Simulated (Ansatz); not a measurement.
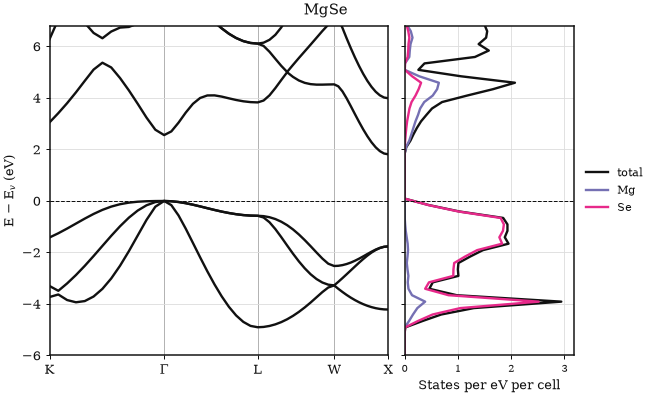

Band structure and density of states. Energies are counted from the top of the valence band. The partial curves are projected on Löwdin-orthogonalised atomic shells; they sum to less than the total at higher energies, where shells without a projector contribute.

The material is MgSe, space group Fm-3m (No. 225), 2 atoms in the cell, a database entry, rescaled.

Level of theory: DFT with PBE, PAW plane waves, no spin polarisation, 8×8×8 k mesh, 420 eV cutoff, Fermi-Dirac smearing of 0.1 eV; code Ansatz 0.2.0.

Metal, semiconductor or insulator, and what is the gap?

The material is gapped. The gap along this path is 1.81 eV and indirect, from the valence-band top at Γ to the conduction-band bottom at X; the smallest direct gap is 2.56 eV, at Γ.

How wide is the upper valence band?

The upper group of valence states starts about 4.9 eV under the valence-band top, with a gap beneath it; it holds about 6 electrons a cell.
